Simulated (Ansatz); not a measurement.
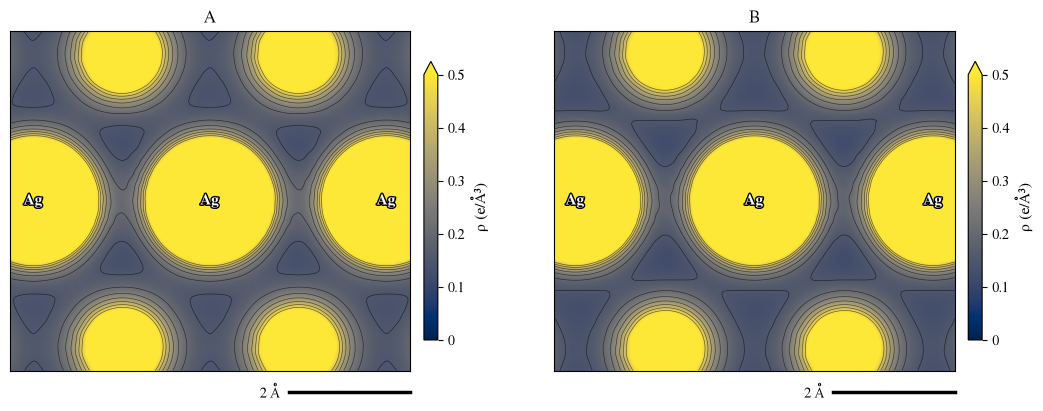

Ag. The valence electron density of two cells that differ in size, on the (101̄) plane of each (indices in the axes of the calculation cell), at one length scale and on one colour scale: B has 18.4 Å³ an atom and A 17.7.

Theory: DFT, revPBE, plane waves (420 eV) with PAW, scalar-relativistic in Ansatz.

In a PAW calculation such maps are meaningful between the atoms, not at the nuclei.

Question: What does the compression do to the bonding and the properties?

Answer: From the larger cell to the smaller, Ag–Ag goes from 2.95 to 2.91 Å, and the density at its midpoint from 0.19 to 0.2 e/Å³.
